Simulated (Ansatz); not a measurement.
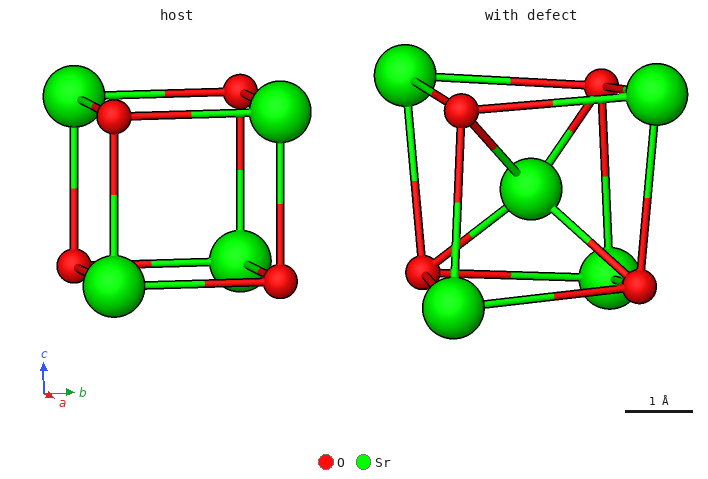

Left: perfect SrO. Right: the same region with one point defect, after relaxing the atoms in a supercell of 64 sites. Style: ball-and-stick. Shown: the atoms within 3.3 Å of one point, slightly off an axis.

Method: DFT, PBEsol, PAW, plane waves (Ansatz 0.2.0). Settings: plane-wave cutoff 420 eV; k-point mesh 1 × 1 × 1; mesh shifted by (0.25, 0.25, 0.25); no spin polarisation. Fermi-Dirac smearing of 0.01 eV. The axes drawn are those of the host's conventional cell.

Question: What kind of defect was made?

Answer: An extra strontium atom is put between the host's atoms (an interstitial).

The charge state of the cell is 0.

Question: What does the relaxation do around it?

Answer: The Sr atom starts with 4 Sr at 2.22 Å, 4 O at 2.22 Å around its place and ends with 4 O at 2.29 to 2.30 Å, 4 Sr at 2.70 Å. Of the host's atoms, a strontium atom moves furthest from its site, by 0.49 Å.
